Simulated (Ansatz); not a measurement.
## From GaAs to AlAs

System: GaAs (F-43m, 8 atoms in the cell).
Method of run 1: DFT PBE, scalar-relativistic, plane waves, PAW, no spin polarisation (Ansatz 0.2.0).
System of run 2: AlAs (8 atoms in the cell).

On run 1: The structure derives from a Materials Project entry. On run 2: The structure derives from a Materials Project entry. It belongs to a series of runs on one base structure; here: band edges sought over the zone. Text and figures count atoms from 1; the logs count them from 0 in places.

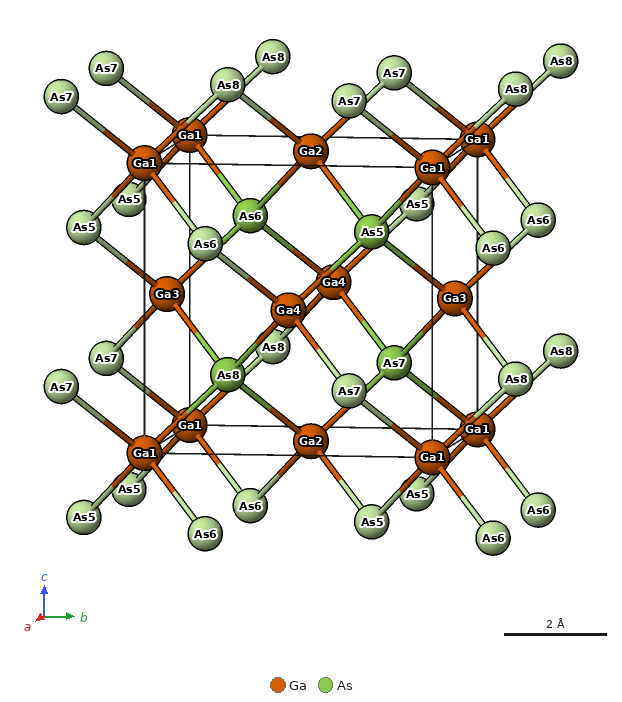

The structure (ball-and-stick view of the cell of the calculation, seen at an oblique angle; neighbours outside the cell are drawn fainter; atoms are numbered from 1 in the order of the input). Near neighbours in the crystal (not all of them lie inside the picture): Ga has 4 As at 2.49 Å; As has 4 Ga at 2.49 Å.

### Input file, run 1
```yaml
crystal:
  lattice:
    - [5.7437080156, 0.0, 0.0]
    - [0.0, -5.7437080156, 0.0]
    - [0.0, 0.0, -5.7437080156]
  atoms:
    - { symbol: Ga, position: [0.0, 0.0, 0.0] }
    - { symbol: Ga, position: [0.5, 0.5, 0.0] }
    - { symbol: Ga, position: [0.5, 0.0, 0.5] }
    - { symbol: Ga, position: [0.0, 0.5, 0.5] }
    - { symbol: As, position: [0.75, 0.75, 0.75] }
    - { symbol: As, position: [0.25, 0.25, 0.75] }
    - { symbol: As, position: [0.25, 0.75, 0.25] }
    - { symbol: As, position: [0.75, 0.25, 0.25] }
basis:
  ecutwfc: 420
kpoints:
  mp_grid: { grid: [6, 6, 6] }
  band_path: { path: [VBM, CBM], npoints: 2 }
hamiltonian:
  xc: pbe
scf:
  occupations: { method: gaussian, width: 0.01 }
output:
  forces: true
  stress: true
  eigenvalues: true
checkpoint:
  read: start.run
  write: ck
  compress: false
  write_wavefunctions: false
  write_every: 100000
```

Command:
```bash
ansatz run input.yaml --threads 1 --pin off --max-ram 2560MiB --backend cpu --events-out ev --progress --plain --runs-dir out
```

Hardware: 1 thread of Intel Xeon @ 2.50GHz (Skylake/Cascade Lake), 176 GiB of memory available, shared host.

### Output, shortened to warnings, some set-up lines, iterations and results (run 1)
```
Basis set: ecut = 420 eV, 3743 PW (Γ), exchange–correlation on 80×80×80 points (8 copies of the dense FFT grid, shifted against one another)
Symmetry: 96 space group operations
k-points: 20 of 216 (time reversal used)
Initial density: read from a saved state, or passed on in memory by an earlier SCF of this step, an earlier step, the calling program or the single point that the run made first
[...]
SCF iter   1: F=—  HF=-34559.441398 eV  |F-HF|=—  |Δ(HF+E_count)|=         —  Δρ=9.68e-7  dr2=9.32e-10  ethr=2.05e-7  ⟨swp⟩=3.4  Hψ=7795  notcnv=0
SCF iter   2: F=—  HF=-34559.441398 eV  |F-HF|=—  |Δ(HF+E_count)|=   1.56e-7  Δρ=9.71e-7  dr2=1.21e-9  ethr=1.00e-12  ⟨swp⟩=6.9  Hψ=5382  notcnv=0
SCF iter   3: F=-34559.441398 eV  HF=-34559.441398 eV  |F-HF|=2.62e-10  |Δ(HF+E_count)|=  2.91e-10  Δρ=5.85e-7  dr2=4.66e-10  ethr=1.00e-12  ⟨swp⟩=1.6  Hψ=3400  notcnv=0
SCF 1 converged in 3 iterations: F = -34559.441398 eV  dr2 = 4.66e-10
NSCF: frozen V_eff on 20 k-points
NSCF: frozen V_eff on 20 k-points
NSCF: frozen V_eff on 20 k-points
NSCF: frozen V_eff on 6 k-points
NSCF: frozen V_eff on 4 k-points
NSCF: frozen V_eff on 3 k-points
NSCF: frozen V_eff on 3 k-points
NSCF: frozen V_eff on 3 k-points
NSCF: frozen V_eff on 3 k-points
NSCF: frozen V_eff on 3 k-points
NSCF: frozen V_eff on 3 k-points
NSCF: frozen V_eff on 3 k-points
SCF converged after 3 iterations
Free energy (F): -34559.441398 eV
Harris-Foulkes:  -34559.441398 eV  (|F-HF|=2.62e-10)
Internal energy: -34559.441398 eV  (E = F + TS)
E sigma→0 (E₀):  -34559.441398 eV
Fermi energy:    7.636840 eV
--- Per-component energies (eV) ---
  E_band       = -1308.665157
  E_kinetic    = 872.813214
  E_local      = -15936.375650  (includes V_loc(G=0)·N_el)
  E_nonlocal   = -983.089380
  E_hartree    = 8001.981059
  E_xc         = -591.377342
  E_vxc        = -546.574911  (∫ρ·V_xc dr)
  E_paw        = -15297.645699  (= ΣΔE_a)
  E_vpaw       = -719.398411  (= ΣTr[D̂ρ^β])
  E_aug_tail   = -0.000438  (compensation charges beyond the density's cutoff)
  E_ewald      = -10625.747162
  E_smearing   = -0.000000  (= −TS)
  E_closure    = -0.000000  (closes the sum)
  Σ components = -34559.441398   (vs F -34559.441398, Δ=0.00e0)
--- Forces (eV/Å), atoms counted from 1 ---
  atom   1  Ga     0.00000000    -0.00000000     0.00000000
  atom   2  Ga     0.00000000    -0.00000000    -0.00000000
  atom   3  Ga     0.00000000    -0.00000000    -0.00000000
  atom   4  Ga     0.00000000    -0.00000000    -0.00000000
  atom   5  As    -0.00000000     0.00000000     0.00000000
  atom   6  As    -0.00000000    -0.00000000     0.00000000
  atom   7  As    -0.00000000     0.00000000     0.00000000
  atom   8  As    -0.00000000     0.00000000    -0.00000000
  max |Σ_I F_I| component: 2.06e-16 eV/Å
--- Stress (GPa, compression-positive) ---
        0.046989      -0.000000       0.000000
        0.000000       0.046989      -0.000000
        0.000000       0.000000       0.046989
  P = ⅓ Tr σ = 0.0470 GPa (0.470 kbar)
```

For run 2 the input was changed thus:
```diff
-    - [5.7437080156, 0.0, 0.0]
-    - [0.0, -5.7437080156, 0.0]
-    - [0.0, 0.0, -5.7437080156]
+    - [5.7279123192, 0.0, 0.0]
+    - [0.0, -5.7279123192, 0.0]
+    - [0.0, 0.0, -5.7279123192]
-    - { symbol: Ga, position: [0.0, 0.0, 0.0] }
-    - { symbol: Ga, position: [0.5, 0.5, 0.0] }
-    - { symbol: Ga, position: [0.5, 0.0, 0.5] }
-    - { symbol: Ga, position: [0.0, 0.5, 0.5] }
+    - { symbol: Al, position: [0.0, 0.0, 0.0] }
+    - { symbol: Al, position: [0.5, 0.5, 0.0] }
+    - { symbol: Al, position: [0.5, 0.0, 0.5] }
+    - { symbol: Al, position: [0.0, 0.5, 0.5] }
```

What does this change do to the results?

The total energies belong to different systems, so their difference says nothing on which is more stable or more accurate. The gap on the mesh goes from 0.17 to 1.50 eV. The volume per atom goes from 23.69 to 23.49 Å³. On the same kind of shared host run 2 took about 0.55 times as long.

### Output, shortened to warnings, some set-up lines, iterations and results (run 2)
```
Basis set: ecut = 420 eV, 3743 PW (Γ), exchange–correlation on 80×80×80 points (8 copies of the dense FFT grid, shifted against one another)
Symmetry: 96 space group operations
k-points: 20 of 216 (time reversal used)
Initial density: read from a saved state, or passed on in memory by an earlier SCF of this step, an earlier step, the calling program or the single point that the run made first
[...]
SCF iter   1: F=—  HF=-21578.464133 eV  |F-HF|=—  |Δ(HF+E_count)|=         —  Δρ=4.84e-7  dr2=4.88e-10  ethr=3.68e-8  ⟨swp⟩=3.2  Hψ=5725  notcnv=0
SCF iter   2: F=-21578.464133 eV  HF=-21578.464133 eV  |F-HF|=7.68e-10  |Δ(HF+E_count)|=   3.24e-8  Δρ=3.55e-7  dr2=2.95e-10  ethr=1.00e-12  ⟨swp⟩=6.0  Hψ=2939  notcnv=0
SCF 1 converged in 2 iterations: F = -21578.464133 eV  dr2 = 2.95e-10
NSCF: frozen V_eff on 20 k-points
NSCF: frozen V_eff on 20 k-points
NSCF: frozen V_eff on 20 k-points
NSCF: frozen V_eff on 8 k-points
NSCF: frozen V_eff on 4 k-points
NSCF: frozen V_eff on 3 k-points
NSCF: frozen V_eff on 3 k-points
NSCF: frozen V_eff on 3 k-points
NSCF: frozen V_eff on 3 k-points
NSCF: frozen V_eff on 3 k-points
SCF converged after 2 iterations
Free energy (F): -21578.464133 eV
Harris-Foulkes:  -21578.464133 eV  (|F-HF|=7.68e-10)
Internal energy: -21578.464133 eV  (E = F + TS)
E sigma→0 (E₀):  -21578.464133 eV
Fermi energy:    6.737389 eV
--- Per-component energies (eV) ---
  E_band       = -1090.206314
  E_kinetic    = 503.126020
  E_local      = -8563.167614  (includes V_loc(G=0)·N_el)
  E_nonlocal   = -2640.168602
  E_hartree    = 4565.565560
  E_xc         = -474.568290
  E_vxc        = -431.355359  (∫ρ·V_xc dr)
  E_paw        = -9212.160900  (= ΣΔE_a)
  E_vpaw       = 910.227708  (= ΣTr[D̂ρ^β])
  E_aug_tail   = 0.000027  (compensation charges beyond the density's cutoff)
  E_ewald      = -5757.090334
  E_smearing   = -0.000000  (= −TS)
  E_closure    = 0.000000  (closes the sum)
  Σ components = -21578.464133   (vs F -21578.464133, Δ=0.00e0)
--- Forces (eV/Å), atoms counted from 1 ---
  atom   1  Al     0.00000000     0.00000000    -0.00000000
  atom   2  Al     0.00000000     0.00000000    -0.00000000
  atom   3  Al     0.00000000     0.00000000    -0.00000000
  atom   4  Al     0.00000000     0.00000000    -0.00000000
  atom   5  As    -0.00000000     0.00000000    -0.00000000
  atom   6  As    -0.00000000     0.00000000     0.00000000
  atom   7  As    -0.00000000     0.00000000    -0.00000000
  atom   8  As    -0.00000000     0.00000000     0.00000000
  max |Σ_I F_I| component: 4.83e-16 eV/Å
--- Stress (GPa, compression-positive) ---
        0.020938      -0.000000       0.000000
       -0.000000       0.020938      -0.000000
        0.000000       0.000000       0.020938
  P = ⅓ Tr σ = 0.0209 GPa (0.209 kbar)
```

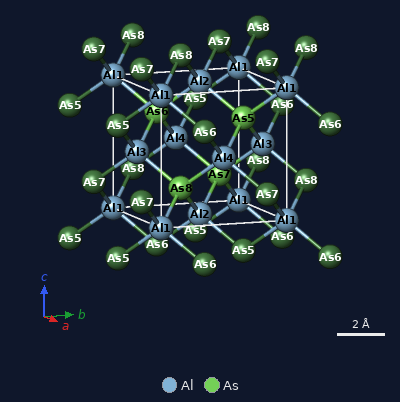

The input structure of run 2 (ball-and-stick view of the cell of the calculation, seen slightly off an axis; neighbours outside the cell are drawn fainter; atoms are numbered from 1 in the order of the input).

### The two runs side by side

```tsv
quantity	run 1	run 2
outcome	converged	converged
free energy per atom (eV)	−4319.9302	−2697.3080
gap on the mesh (eV)	0.17	1.50
pressure (GPa)	0.05	0.02
volume per atom (Å³)	23.69	23.49
largest force (eV/Å)	0.000	0.000
irreducible k-points	20	20
plane waves at Γ	3743	3743
wall time (shared host)	62 s	34 s
```
